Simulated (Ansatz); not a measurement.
System: Mg$_{3}$HO$_{3}$ (slab).

```
CELL_PARAMETERS angstrom
2.98041 0.00000 0.00000
0.00000 2.98041 0.00000
0.00000 0.00000 21.23994
ATOMIC_POSITIONS crystal
Mg 0.50000 0.50000 0.18832
O 0.00000 0.00000 0.18832
Mg 0.00000 0.00000 0.28779
O 0.50000 0.50000 0.28735
Mg 0.50000 0.50000 0.38573
O 0.00000 0.00000 0.38795
H 0.33333 0.00000 0.48352
```

A point of a scan over the structure, not its minimum; not relaxed (largest force 0.6 eV/Å); PAW files of the earlier set (soft_1); spin-polarised.

Theory: DFT PBEsol, scalar-relativistic, plane waves, PAW in Ansatz.

Q: What can the converged valence pseudo-density, electron localisation function and spin density tell about the bonding?

A: Mg–O (2.11 Å): the density is about 0.35 e/Å³ at the midpoint; the ELF peaks at about 0.80 in the valence shell of O, 0.7 Å from its nucleus, and is about 0.35 at the midpoint: a closed-shell, largely ionic contact.
O–H (2.26 Å): ρ is about 0.2 e/Å³ halfway; the ELF climbs to about 1 towards the hydrogen, as it does in any bond to H.
The spin density sits on H: +0.6 μB in one cell of 7 atoms, with smaller moments on other sites: O (up to +0.13 μB): a single local moment. The cell of the calculation (7 atoms) carries 1.0 μB of net spin moment.

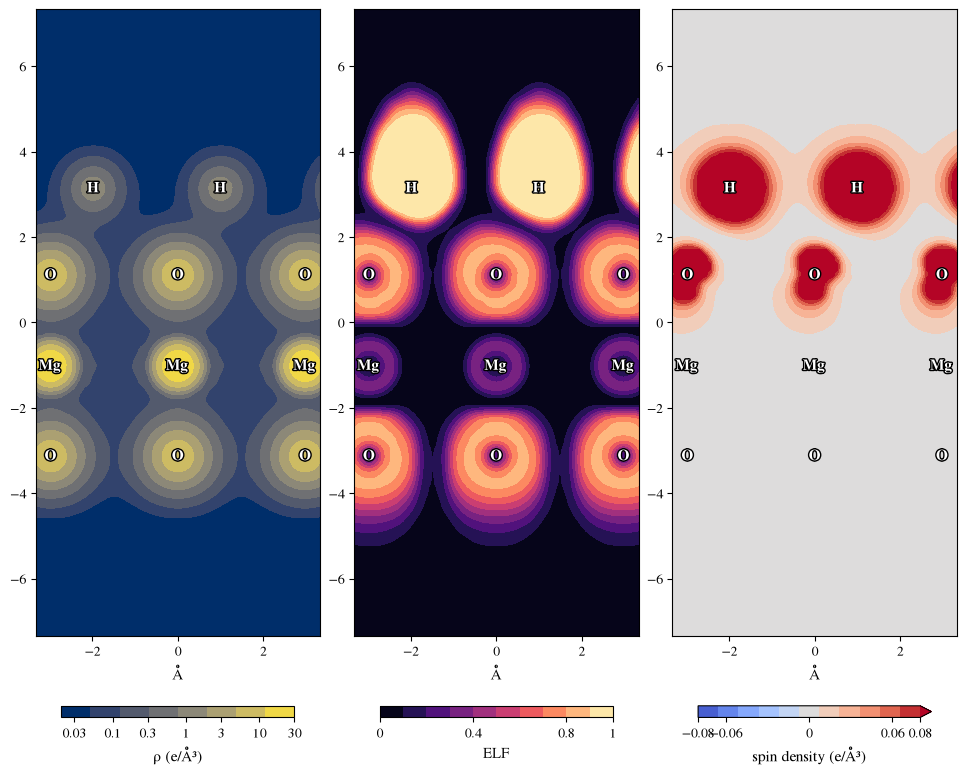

Computed valence pseudo-density, electron localisation function and spin density on the (010) plane of the calculation cell, a cut from vacuum to vacuum, in this order. 
